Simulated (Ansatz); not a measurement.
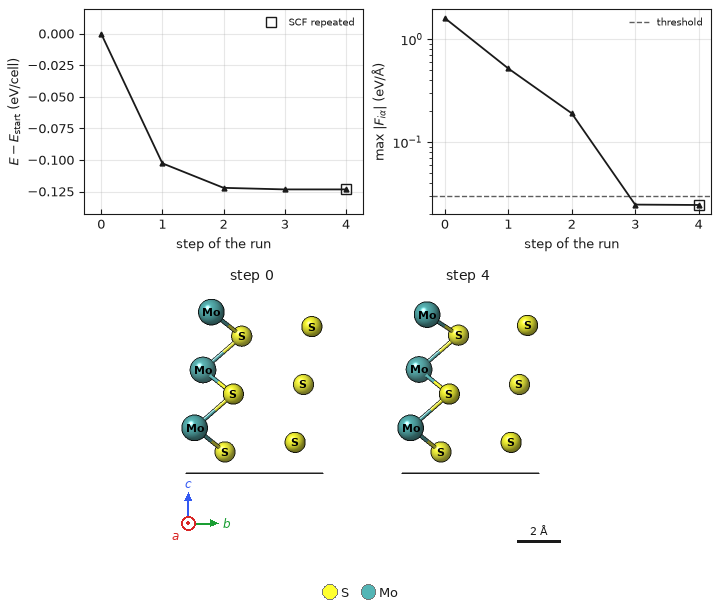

First and last geometry of a constrained relaxation of a slab of composition MoS$_{2}$ (cut from the R3m phase), with the history of the run. The picture is a ball-and-stick view of the 2 × 1 repeat of the cell, outlined in the plane, without the vacuum, seen along the a axis.

Case: clean slab, lower half held. The slab is the (1 0 1) face of MoS2. 5 atoms are held fixed.

Computed with DFT PBEsol, scalar-relativistic, plane waves, PAW in Ansatz. Set-up: plane-wave cutoff 420 eV; k-point mesh 9 × 4 × 1; occupations gaussian; smearing width 0.05 eV; no spin polarisation; dipole correction; atoms relaxed in a fixed cell; force threshold 0.03 eV/Å; at most 70 steps.

Question: Did the run converge, and what did it change?

Answer: It converged. After 3 accepted moves (4 points after the start) the energy has fallen by 0.123 eV per cell of the calculation. The largest force component goes from 1.6 to 0.025 eV/Å. 1 step only repeated the SCF at the same geometry. The largest move is that of a Mo atom, 0.12 Å along the normal (−c). Largest moves by element: Mo 0.12 Å, S 0.06 Å. The cell stays as it was. Among the contacts that change: Mo–Mo 3.143 → 3.023 Å, Mo–S 2.392 → 2.351 Å, Mo–S 2.392 → 2.429 Å, Mo–S 2.392 → 2.401 Å. Bond angles that change, for instance: S–Mo–S 135.4° → 143.4°, Mo–S–Mo 82.2° → 78.5°, S–Mo–S 81.3° → 84.7°. Cost: 2.2 min on 2 threads of Arm Neoverse V1 (shared host), peak memory 0.8 GiB.

```
step  E − E(0), meV/atom  largest force component, eV/Å                         note
   0                0.00                         1.6125                             
   1              -11.41                         0.5222                             
   2              -13.56                         0.1913                             
   3              -13.70                         0.0248                             
   4              -13.70                         0.0245  same geometry, SCF repeated
```
